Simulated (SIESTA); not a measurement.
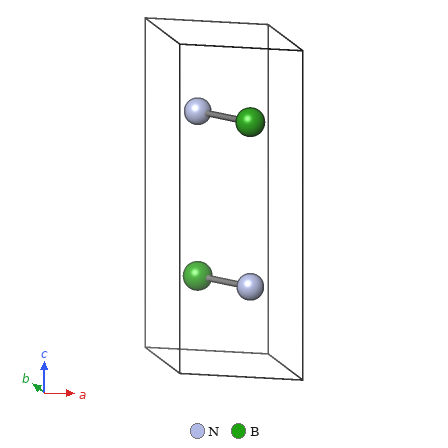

System: BN, space group P6_3/mmc (No. 194). The picture shows the conventional cell.

Starting cell:
```xyz
4
Lattice="2.4982 0.0000 0.0000 -1.2491 2.1635 0.0000 0.0000 0.0000 6.6357" Properties=species:S:1:pos:R:3 pbc="T T T"
N     1.2491    0.7212    1.6589
N     0.0000    1.4424    4.9768
B     1.2491    0.7212    4.9768
B     0.0000    1.4424    1.6589
```

How it was computed, with SIESTA 5.4.2: DFT in numerical atomic orbitals with pseudopotentials, no spin polarisation; energies at scaled volumes of the given cell, shape and fractions fixed, counted from the fit's minimum, third-order Birch-Murnaghan fit. Level: PBE.

```tsv
setting	value
k mesh	12×12×4
occupations	Fermi–Dirac
smearing width	0.05 eV
potentials	PseudoDojo 0.4 standard, converted to PSML, two zetas on semicore shells
program settings	basis DZP, mesh cutoff 800 Ry
```

Describe the result: the energy against volume. The volume takes the values 8.4286, 8.6079, 8.7872, 8.9666, 9.1459, 9.3252, 9.5046 Å³/atom.

A third-order Birch–Murnaghan fit gives V0 = 9.28 Å³/atom, B0 = 240 GPa and B′ = 3.3. The energy is 67.62 meV/atom at volume 8.4286 Å³/atom and 3.77 meV/atom at 9.5046 Å³/atom; the lowest computed point is at volume 9.3252 Å³/atom (0.17 meV/atom).

```csv
volume (Å³/atom),energy (meV/atom)
8.4286,67.62
8.6079,41.03
8.7872,21.54
8.9666,8.53
9.1459,1.56
9.3252,0.17
9.5046,3.77
```

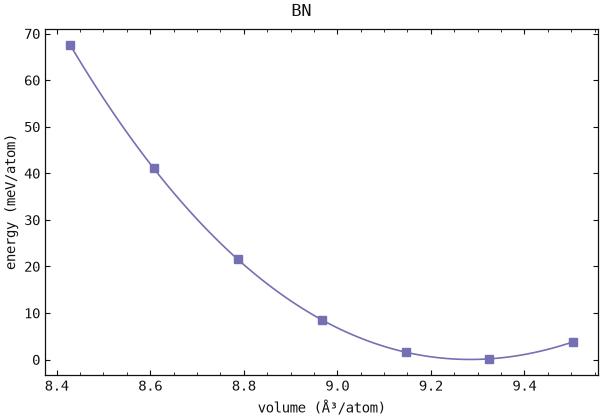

Caveats: mulliken charges of long orbitals; shape and atomic fractions are frozen while scaling, which makes layered, chain and framework solids too stiff.
